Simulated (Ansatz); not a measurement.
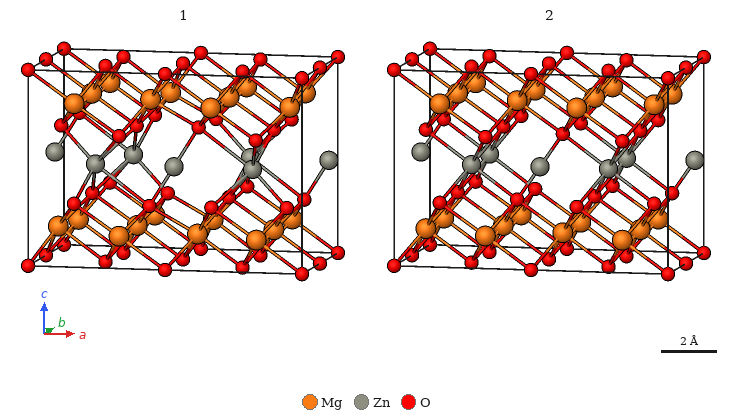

Two geometries of a defect cell of composition Mg8Zn3O12 (cell charge −2) (started half-way along a vacancy jump, in the symmetry of that start), drawn at one scale. One is the start of a relaxation, the other its converged end. A ball-and-stick model of the conventional cell (2 times the calculation's cell) (origin shifted), seen slightly off an axis. Lengths and directions refer to the drawn axes.

Theory: DFT PBEsol, scalar-relativistic, plane waves, PAW (Ansatz 0.2.0). Settings: plane-wave cutoff 420 eV; k-point mesh 6 × 6 × 4; occupations gaussian; smearing width 0.05 eV; no spin polarisation; atoms relaxed in a fixed cell; force threshold 0.02 eV/Å; at most 60 steps.

### Which of the two is the end point?

Structure 1 is the relaxed one. The largest moves, 0.38 Å, are those of Zn atoms. By element the largest moves are Zn 0.38 Å, O 0.25 Å, Mg 0.11 Å. The cell doesn't change. Among the contacts that change: O–Zn 2.135 → 2.536 Å, O–Zn 1.521 → 1.762 Å, O–Zn 2.135 → 1.912 Å, O–Zn 2.135 → 2.295 Å. Among the angles between lasting bonds that change: O–Zn–O 180.0° → 160.8°, Mg–O–Zn 178.6° → 161.2°, O–Zn–O 90.9° → 107.8°. After 5 accepted moves (6 points after the start) the energy has fallen by 4.128 eV per cell of the calculation. The largest force component goes from 11 to 0.017 eV/Å. 1 step only repeated the SCF at the same geometry.

Limits of the set-up: the periodic images lie only 6.0 Å apart, so the values are limited by the cell's size; the cell is charged, on a uniform background, and energies carry no finite-size correction.
